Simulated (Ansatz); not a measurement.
Cell and atoms:

Space group Pm (No. 6). a = 5.000 Å, b = 3.106 Å, c = 5.376 Å, α = 90.00°, β = 90.04°, γ = 90.00°
```
atom  site  symmetry       x       y       z
  Al    1b         m  0.5004  0.5000  0.1674
  Al    1b         m  0.0011  0.5000  0.8349
  Al    1a         m  0.0012  0.0000  0.3316
  Ga    1a         m  0.4994  0.0000  0.6662
   N    1a         m  0.1109  0.0000  0.6663
   N    1b         m  0.1224  0.5000  0.1672
   N    1b         m  0.6250  0.5000  0.8402
   N    1a         m  0.6231  0.0000  0.3263
```

**What would you see if this were drawn?**

The compound is Al₃GaN₄. The atoms follow space group Pm (No. 6); the Bravais lattice is primitive monoclinic. Content of the cell: 3 Al, 1 Ga, 4 N (Z = 1). Al is coordinated by four N in a tetrahedral arrangement at 1.87 to 1.89 Å. Ga is coordinated by four N in a tetrahedral arrangement at 1.92 to 1.94 Å. Neighbours within bonding distance: N 4. The bonds build a three-dimensional framework.

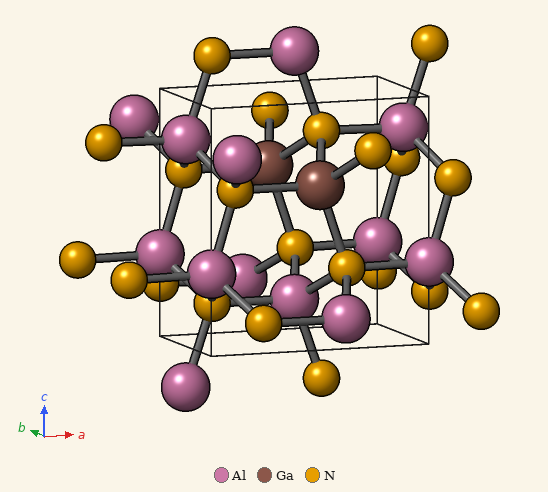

View slightly off an axis, drawn as a ball-and-stick model. The edges of the conventional unit cell are marked. Bonded atoms from the next cells complete the picture.

The initial geometry was a structure listed in the Materials Project. It was relaxed with DFT PBEsol, scalar-relativistic, plane waves, PAW (Ansatz) under a constraint or pressure on the cell, so some stress remains.

At this level of theory the run's own cell isn't at rest (compressed, at 5 GPa), so its distances can differ from those at equilibrium, the more so the softer the solid.
